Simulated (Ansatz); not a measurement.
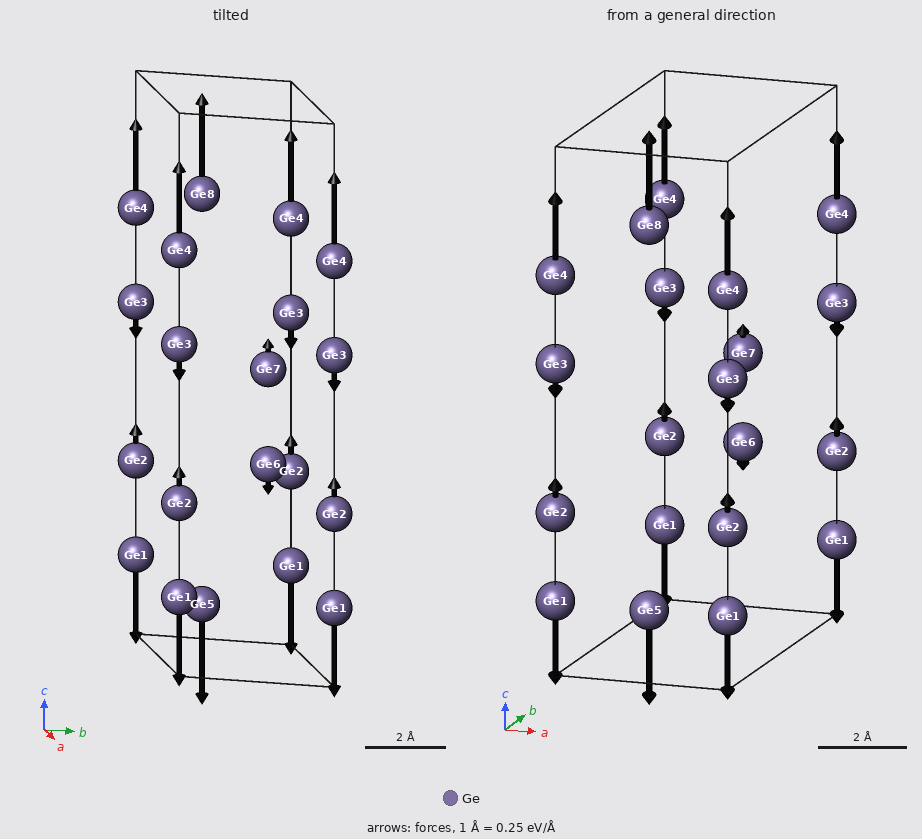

Spheres-only drawing of the structure, looking slightly off an axis and from a general direction. The simulation cell is outlined; an atom on or near a face, edge or corner is repeated at each equivalent position. The arrows are the computed forces on the atoms.

System: Ge. The numbers come from DFT r2SCAN, scalar-relativistic, plane waves, PAW (Ansatz), using E_cut = 500 eV, k-point mesh 10×10×3, Gaussian smearing of 0.03 eV, no spin polarisation.

Q: Are the forces small enough to call this converged?

A: No. The atoms still feel forces of up to about 0.55 eV/Å, far above a usual threshold of 0.01 to 0.03 eV/Å.

It goes back to a structure listed in the Materials Project. The cell was then strained or its atoms displaced on purpose. An electronic-structure calculation with Ansatz was run on it.
